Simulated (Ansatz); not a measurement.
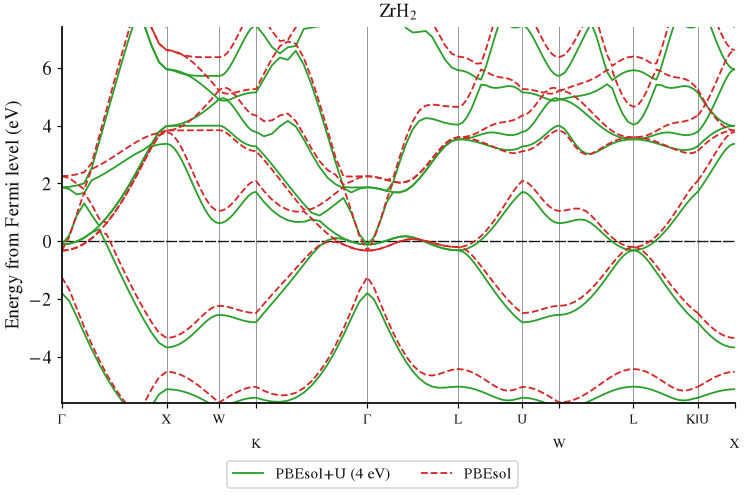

Band structures of fluorite-type ZrH2, space group Fm-3m, 3 atoms in the primitive cell (cubic a = 4.818 Å), by two methods on the same cell. Each is counted from its own Fermi level.

### How do the methods compare?

Both give a metal. Levels within 1 eV of the Fermi level in either run differ by 0.20 eV on average and by 0.43 eV at most (at W). Filled levels 1 to 5 eV under it lie 0.37 eV deeper on average in PBEsol+U (4 eV) than in PBEsol.

Settings. PBEsol+U (4 eV): Zr d U = 4 eV, Ansatz PAW, no spin polarisation, no spin-orbit coupling, 10×10×10 k mesh, 420 eV cutoff, Fermi-Dirac smearing of 0.05 eV (Ansatz). PBEsol: Ansatz PAW, no spin polarisation, no spin-orbit coupling, 10×10×10 k mesh, 420 eV cutoff, Fermi-Dirac smearing of 0.05 eV (Ansatz).

The cell is at −5 GPa in PBEsol and −1 GPa in PBEsol+U (4 eV). The PAW data sets were made with another functional. The cell is a database's computed one.
